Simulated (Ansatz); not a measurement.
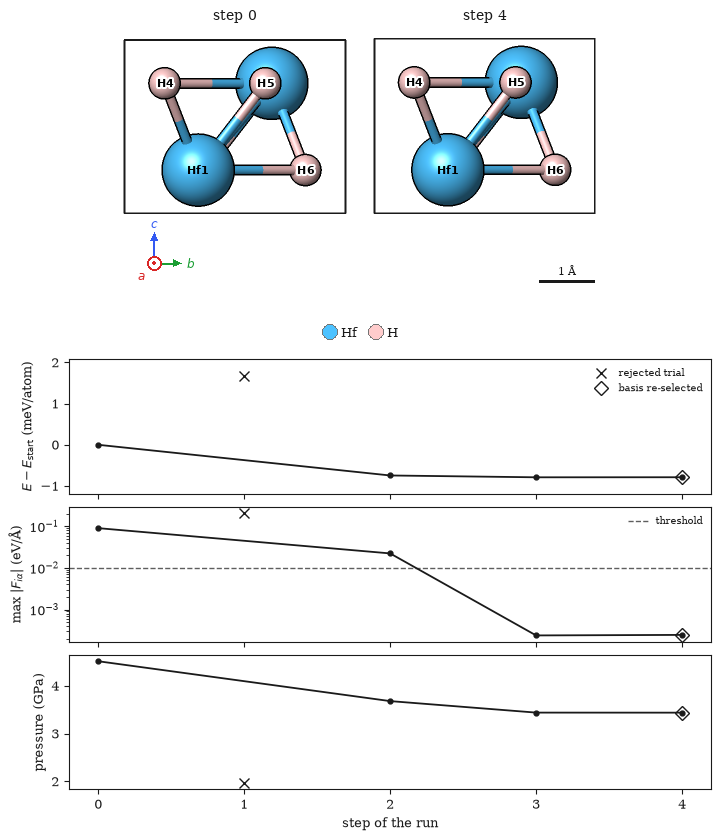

First and last geometry of a relaxation of crystalline HfH$_{3}$ (set up in P6_3/mmc), with the history of the run. A ball-and-stick model of the cell of the calculation, seen along the a axis.

Case: volume × 0.97, shape and atoms relaxed.

Computed with DFT r2SCAN, scalar-relativistic, plane waves, PAW (Ansatz 0.2.0). Set-up: plane-wave cutoff 500 eV; k-point mesh 9 × 9 × 12; occupations gaussian; smearing width 0.1 eV; no spin polarisation; cell relaxed at fixed volume; force threshold 0.01 eV/Å; at most 30 steps.

> What do the curves and the structures tell?

It converged. The energy falls by 0.8 meV per atom in 2 accepted moves (4 points after the start). The largest force component goes from 0.09 to 0.00025 eV/Å. Pressure: 4.52 GPa at the start and 3.44 GPa at the end. The line search rejected the trial step at point 1 of the run. At 1 point the geometry stayed and the basis and grid were re-selected for the new cell (energy shift of less than 0.05 meV per atom at most each time). The largest moves relative to the cell, 0.013 Å, are those of H atoms. Hf stays in place. The drawn cell changes at constant volume: a = b 4.677 → 4.661 Å (−0.3 %), c 3.180 → 3.202 Å (+0.7 %). Some distances before and after: Hf–Hf 3.180 → 3.202 Å, H–Hf 2.011 → 2.025 Å, H–Hf 2.342 → 2.333 Å. The space group stays P6_3/mmc (No. 194).

| step | E − E(0), meV/atom | largest force component, eV/Å | pressure, GPa | note |
| --- | --- | --- | --- | --- |
| 0 | 0.00 | 0.0901 | 4.52 |  |
| 1 | 1.68 | 0.2049 | 1.96 | rejected |
| 2 | -0.75 | 0.0223 | 3.68 |  |
| 3 | -0.79 | 0.0002 | 3.44 |  |
| 4 | -0.79 | 0.0002 | 3.44 | same geometry, new basis |
